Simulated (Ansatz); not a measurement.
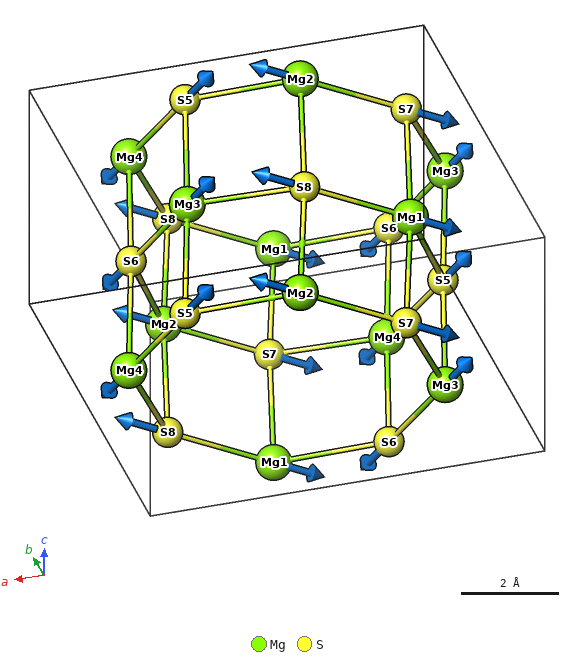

One vibrational mode of solid MgS (a generated structure) at the zone centre. Displacements are drawn as blue arrows; their common scale and sign are arbitrary. The picture is a ball-and-stick view of the conventional cell (2 times the calculation's cell), seen from a free direction. Lengths and directions refer to the drawn axes.

Computed with DFT PBE, scalar-relativistic, plane waves, PAW (Ansatz). Settings: plane-wave cutoff 420 eV; k-point mesh 6 × 6 × 6; occupations fixed; no spin polarisation.

Frequencies are those without the non-analytic (LO–TO) term.

What mode is this, and where does it lie in the spectrum?

Answer. This is the A₁g mode at 371 cm⁻¹, the highest optical level, Raman-active by symmetry. Atoms of one kind move against one another, with no net shift of any sublattice; of the bonds it mainly stretches Mg–S, some lengthening while others shorten; the kinetic energy is shared as S 62 %, Mg 38 %.
